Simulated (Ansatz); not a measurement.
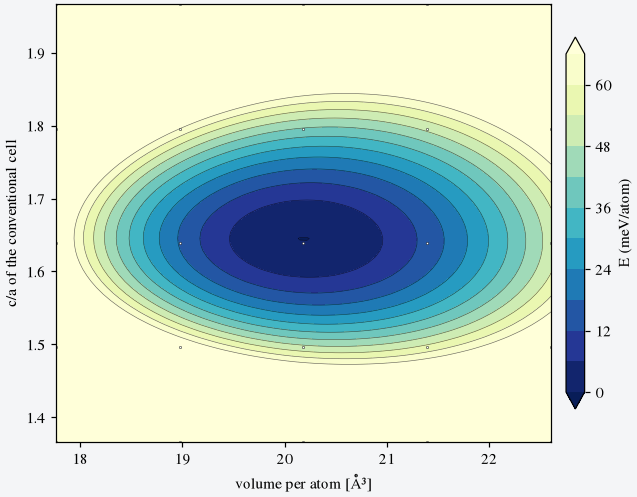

ZnS (P6_3mc, No. 186; 4 atoms in the cell). 
- The energy is mapped over volume and the cell's shape.
- Coordinates scanned: (1) volume per atom; (2) c/a of the conventional cell.
- Nothing is relaxed (fractional coordinates fixed).
- The grid has 5 × 5 points.
- Points are written as (first, second).
- All energies are given in meV/atom relative to the lowest grid point.
- All numbers below come from DFT PBE, scalar-relativistic, plane waves, PAW (Ansatz 0.2.0). Settings: cutoff 520 eV, k-mesh 9×9×6 in the order of the run's cell vectors, gaussian smearing 0.05 eV, no spin polarisation.

In the figure: filled contours, dots at the grid points, one colour for all values above the top of the scale. Between grid points the surface is interpolated.

### Where is the minimum, and how stiff is the well along each coordinate?

The interpolated minimum is at volume per atom ≈ 20.18 Å³, c/a of the conventional cell ≈ 1.639. The curvatures there are about 0.085 eV/(Å³)² and 16 eV, with a cross term of about 0 eV/Å³ (per cell of 4 atoms). Round the minimum the two coordinates are nearly uncoupled.
